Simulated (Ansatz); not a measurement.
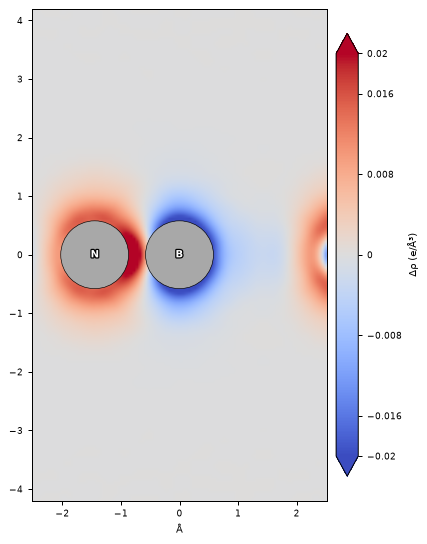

BN (slab). Difference of the valence pseudo-densities of two functionals at the same geometry, on the (110) plane of the calculation cell, a cut from vacuum to vacuum: r2SCAN less PBE.

Both computed with Ansatz (plane waves, PAW), on the same k-point mesh. Grey discs cover the atomic cores.

Q: Where does the change of functional move the electrons?

A: Against PBE, r2SCAN gives more density around N (+0.013 e/Å³ on average at 0.8 Å from the nucleus) and a change of +0.025 e/Å³ at the midpoint of B–N.
